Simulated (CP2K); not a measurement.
## Energy of KF along an even scaling of the cell

System: KF (Fm-3m, 2 atoms in the cell).
Method: Kohn-Sham DFT of a periodic cell, PBE, GTH-PBE with UZH-TZVP basis, no spin polarisation (CP2K 2026.2).

The 6 runs differ only in the geometry, by an even scaling of the cell at fixed fractional positions. The structure derives from an entry of the Crystallography Open Database.

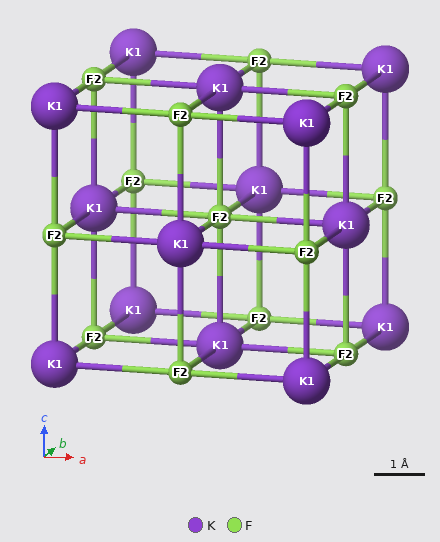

Figure 1. The structure of run 4 (ball-and-stick view of the cell 4 times as large as that of the calculation, set on its symmetry axes, seen slightly off an axis; atoms are numbered from 1 in the order of the input).

## Input of run 4
```
&GLOBAL
  PROJECT kf_eos
  RUN_TYPE ENERGY_FORCE
  PRINT_LEVEL LOW
&END GLOBAL
&FORCE_EVAL
  METHOD QS
  STRESS_TENSOR ANALYTICAL
  &DFT
    BASIS_SET_FILE_NAME BASIS_MOLOPT_UZH
    POTENTIAL_FILE_NAME POTENTIAL_UZH
    WFN_RESTART_FILE_NAME previous-RESTART.kp
    &MGRID
      CUTOFF 750
      REL_CUTOFF 60
      NGRIDS 4
    &END MGRID
    &QS
      METHOD GPW
      EPS_DEFAULT 1.0E-10
    &END QS
    &KPOINTS
      SCHEME MONKHORST-PACK 9 9 9
      GAMMA_CENTERED T
      SYMMETRY T
      SYMMETRY_BACKEND SPGLIB
    &END KPOINTS
    &SCF
      SCF_GUESS RESTART
      EPS_SCF 1.0E-6
      MAX_SCF 100
      ADDED_MOS 10
      CHOLESKY OFF
      EPS_EIGVAL 1.0E-7
      &DIAGONALIZATION ON
        ALGORITHM STANDARD
      &END DIAGONALIZATION
      &MIXING ON
        METHOD BROYDEN_MIXING
        ALPHA 0.4
        BETA 1.5
        NBUFFER 8
      &END MIXING
      &SMEAR ON
        METHOD FERMI_DIRAC
        ELECTRONIC_TEMPERATURE 580.23
      &END SMEAR
    &END SCF
    &XC
      &XC_FUNCTIONAL
        &GGA_X_PBE
        &END GGA_X_PBE
        &GGA_C_PBE
        &END GGA_C_PBE
      &END XC_FUNCTIONAL
    &END XC
    &PRINT
      &KPOINTS ON
      &END KPOINTS
      &MULLIKEN ON
      &END MULLIKEN
      &MO ON
        ENERGIES T
        OCCUPATION_NUMBERS T
        &EACH
          QS_SCF 0
        &END EACH
        ADD_LAST NUMERIC
      &END MO
    &END PRINT
  &END DFT
  &SUBSYS
    &CELL
      ABC 3.8035908551 3.8035908551 3.8035908552
      ALPHA_BETA_GAMMA 59.9999999992 59.9999999999 59.9999999992
      PERIODIC XYZ
    &END CELL
    &COORD
      SCALED
      K   0.0000000000 0.0000000000 0.0000000000
      F   0.5000000000 0.5000000000 0.5000000000
    &END COORD
    &KIND K
      BASIS_SET TZVP-MOLOPT-PBE-GTH-q9
      POTENTIAL GTH-PBE-q9
    &END KIND
    &KIND F
      BASIS_SET TZVP-MOLOPT-PBE-GTH-q7
      POTENTIAL GTH-PBE-q7
    &END KIND
    &PRINT
      &ATOMIC_COORDINATES ON
      &END ATOMIC_COORDINATES
      &CELL ON
      &END CELL
    &END PRINT
  &END SUBSYS
  &PRINT
    &FORCES ON
    &END FORCES
    &STRESS_TENSOR ON
    &END STRESS_TENSOR
  &END PRINT
&END FORCE_EVAL
```

Command:
```bash
OMP_NUM_THREADS=1 cp2k.psmp -i kf_eos.inp -o kf_eos.out
```

Lattice vectors (Å) and fractional positions of run 4:
```
   3.803591    0.000000    0.000000
   1.901795    3.294006    0.000000
   1.901795    1.098002    3.105619
K   0.000000  0.000000  0.000000
F   0.500000  0.500000  0.500000
```

Run 3 has the same physical settings and fractional positions; its lattice vectors (Å) are:
```
   3.753206    0.000000    0.000000
   1.876603    3.250372    0.000000
   1.876603    1.083457    3.064480
```

## Results, with one run withheld

| run | volume per atom (Å³) | free energy per atom, from the lowest run given (meV) | pressure (GPa) | gap on the mesh (eV) |
| --- | --- | --- | --- | --- |
| 1 | 17.929 | 23.42 | 4.07 | 6.50 |
| 2 | 18.311 | 14.88 | 3.12 | 6.38 |
| 3 | 18.692 | ? | ? | ? |
| 4 | 19.455 | 1.24 | 0.83 | 6.06 |
| 5 | 19.837 | 0.00 | 0.22 | 5.96 |
| 6 | 20.218 | 0.14 | −0.33 | 5.87 |

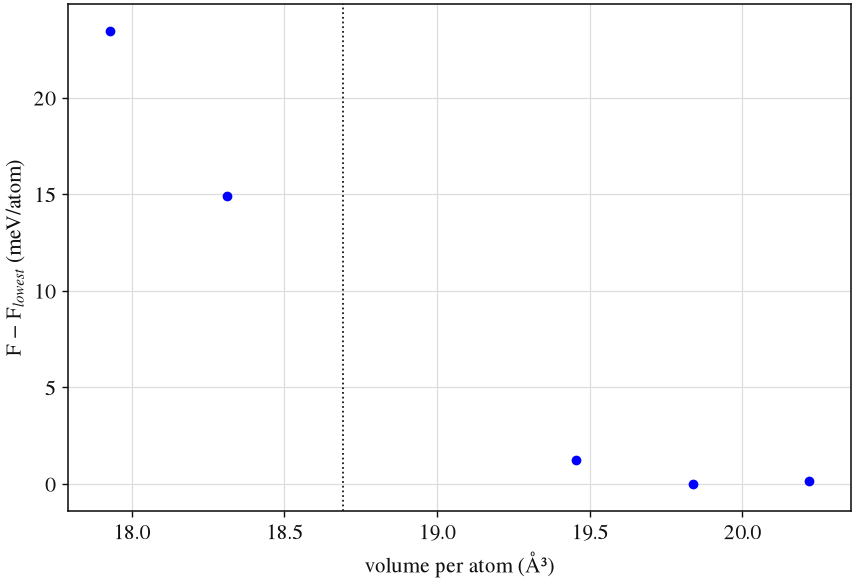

Figure 2. Free energy per atom of the runs given; the dotted line marks run 3.

What should run 3 give?

A cubic polynomial in V^(−2/3) (the Birch–Murnaghan form), fitted to the 5 runs given, misses them by under 0.01 meV per atom. With x = V^(−2/3) − 0.13988 Å⁻², it reads F = 3.6331 + 1833.9 x + 2.2754e+05 x² + 5.6977e+05 x³ (meV per atom). At run 3 it gives 8.50 meV per atom, and the run itself gives 8.49. The slope of the fit gives a pressure −dF/dV of 2.27 GPa there, and the run prints 2.27 GPa. The fit has its minimum at 19.985 Å³ per atom, where V d²F/dV² gives 29 GPa: the bulk modulus at this level, since symmetry fixes the shape and the positions. The gap on the mesh goes, without turning, from 6.50 eV in run 1 to 5.87 eV in run 6; run 3 has 6.27 eV. These are gaps of this functional on this mesh, which can miss the band edges; they aren't the measured gap.

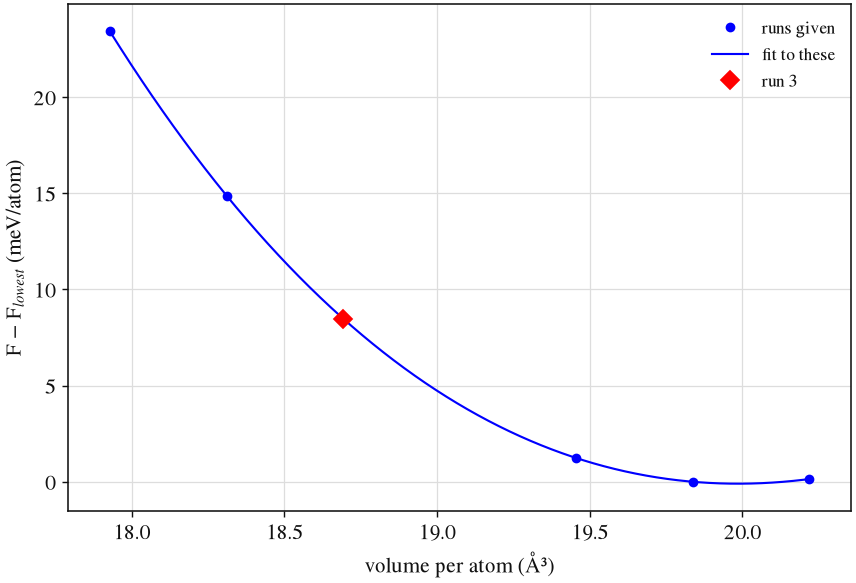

Figure 3. The fit and the withheld run.

## Some lines of the output (run 3)
```
[...]
 MO| Band gap:            0.348266 a.u.          9.476803 eV
 MO| Band gap:            0.346383 a.u.          9.425557 eV
 MO| Band gap:            0.344018 a.u.          9.361217 eV
 MO| Band gap:            0.320858 a.u.          8.730991 eV
 MO| Band gap:            0.307309 a.u.          8.362298 eV
 MO| Band gap:            0.313268 a.u.          8.524454 eV
 MO| Band gap:            0.335370 a.u.          9.125873 eV
 MO| Band gap:            0.355397 a.u.          9.670842 eV
 MO| Band gap:            0.352633 a.u.          9.595641 eV
 MO| Band gap:            0.338299 a.u.          9.205595 eV
 MO| Band gap:            0.336517 a.u.          9.157091 eV
 MO| Band gap:            0.335466 a.u.          9.128504 eV
 MO| Band gap:            0.321623 a.u.          8.751819 eV
 MO| Band gap:            0.339457 a.u.          9.237099 eV
```
